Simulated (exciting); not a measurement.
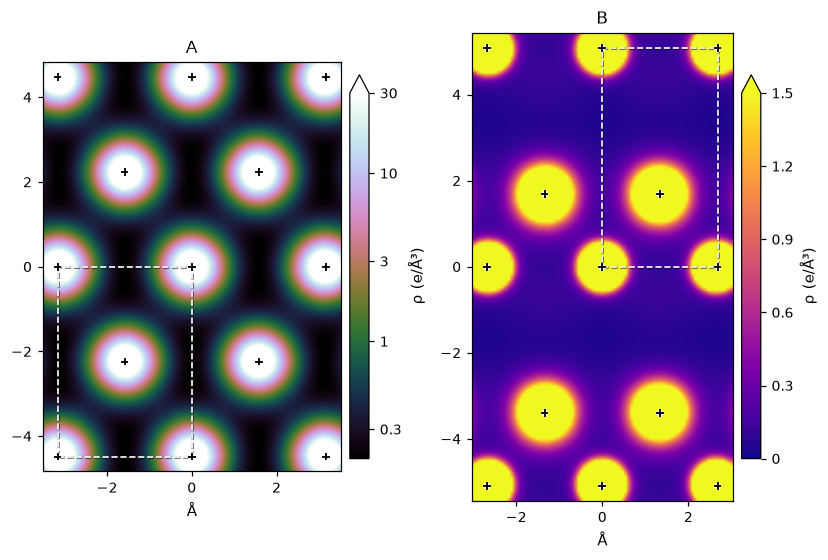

The total electron density of 2 systems, each on a plane through atoms (crosses mark nuclei in the plane).

The calculation used Kohn-Sham DFT of a periodic cell, LDA, all-electron LAPW+lo, shipped species files (exciting sodium).

System 1: Pt, the (011) plane of the conventional cell. Space group Im-3m; a structure from a database of computed crystals, not necessarily the ambient phase.

```xyz
2
Lattice="3.1684 0.0000 0.0000 0.0000 3.1684 0.0000 0.0000 0.0000 3.1684" Properties=species:S:1:pos:R:3 pbc="T T T"
Pt    0.0000    0.0000    0.0000
Pt    1.5842    1.5842    1.5842
```

System 2: MgO, the (110) plane of the conventional cell. Space group P-6m2; a structure from a database of computed crystals, not necessarily the ambient phase.

```cif
data_structure
_symmetry_space_group_name_H-M 'P 1'
_symmetry_Int_Tables_number 1
_cell_length_a 2.9380
_cell_length_b 2.9380
_cell_length_c 2.6797
_cell_angle_alpha 90.000
_cell_angle_beta 90.000
_cell_angle_gamma 120.000
_cell_volume 20.03
loop_
_atom_site_label
_atom_site_type_symbol
_atom_site_fract_x
_atom_site_fract_y
_atom_site_fract_z
_atom_site_occupancy
Mg1 Mg 0.00000 0.00000 0.00000 1
O1 O 0.33333 0.66667 0.50000 1
```

### Match each panel to its system.

Panel A is system 1, Pt: the plane holds Pt. Pt–Pt (2.74 Å): the density is about 0.39 e/Å³ at the midpoint. Panel B is system 2, MgO: the plane holds Mg and O. Mg–O (2.16 Å): the density is about 0.31 e/Å³ at the midpoint.
